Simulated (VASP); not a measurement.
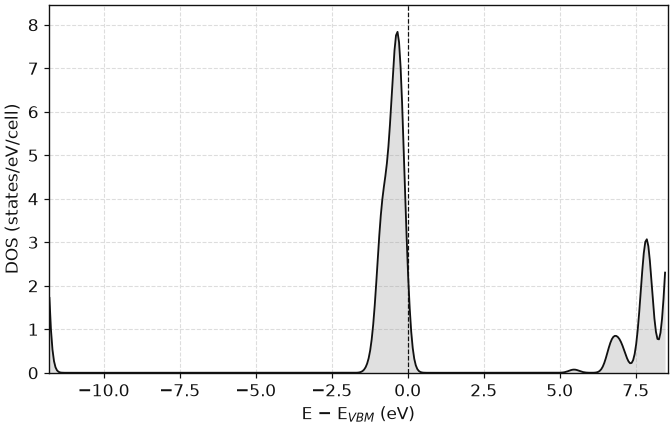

Density of states of KBr, space group R3m (No. 160), 2 atoms in the cell. Computed with VASP 6.6.1: HSE06, plane waves, standard recommended PAW potentials, no spin polarisation, 4×4×4 k mesh, 337 eV cutoff, Fermi-Dirac smearing of 0.05 eV. Energies are counted from the top of the valence band. The curve is built from the levels of the k mesh with Gaussians 0.4 eV wide, which also blur the band edges.

There is a gap; over the k points computed it is 5.47 eV (direct among those points). The upper group of valence states starts about 1.1 eV under the valence-band top, with a gap beneath it; it holds about 6 electrons a cell. Within the window shown, the tallest peak of the filled states lies 0.3 eV under the valence-band top, at about 7.8 states per eV and cell.
